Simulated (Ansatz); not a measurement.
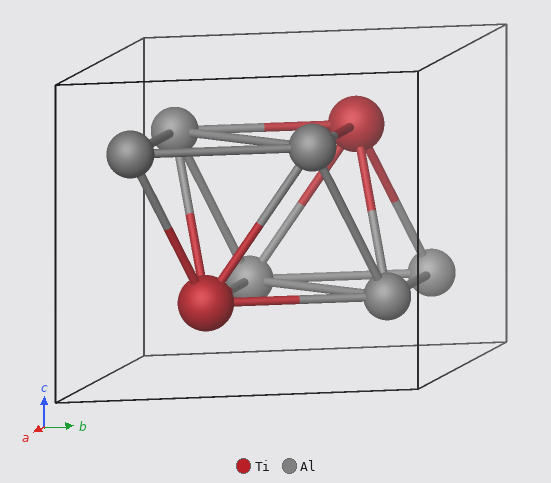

The structure above is drawn in ball-and-stick style and viewed slightly off an axis. The edges of the conventional unit cell are marked. Cell: a = 5.57 Å, b = 5.57 Å, c = 4.73 Å, α = 90.00°, β = 90.00°, γ = 120.00°.

The model was built from a structure type filled with these elements by a generator (whether the compound takes this form wasn't checked). Earlier steps of the study may have refined or changed the cell and positions. It went into a calculation with Ansatz.

**Caption:**

The solid is TiAl3. It belongs to space group P6_3/mmc (No. 194) and has a primitive hexagonal lattice. In the cell are 2 Ti, 6 Al, which makes 2 formula units. The coordination shell of Ti holds twelve Al in an anticuboctahedral arrangement at about 2.8 to 2.9 Å. About every Al there are eight Al and four Ti in an anticuboctahedral arrangement (about 2.8 to 2.9 Å to Al, 2.8 to 2.9 Å to Ti). The bonds build a three-dimensional framework.

Results below were computed with DFT PBE, scalar-relativistic, plane waves, PAW in Ansatz; the settings were a cutoff energy of 420 eV, 12×12×8 k-mesh, Gaussian smearing of 0.1 eV, no spin polarisation.

**Classify it as metallic or gapped, with the value.**

A metal: bands cross the Fermi level.

**How are the electrons shared out in a Bader analysis?**

Ti +0.77 e; Al -0.26 e.

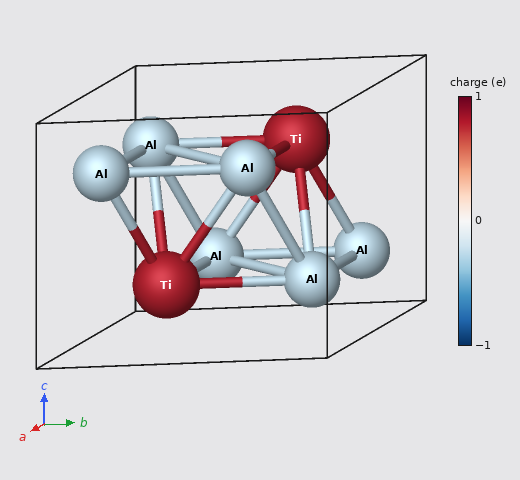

The atoms coloured by those charges. The run's cell of 8 atoms is drawn.

**Does the calculation find this structure at rest?**

Yes. All forces vanish to within 0.01 eV/Å. The pressure is 0.0 GPa, close to zero.
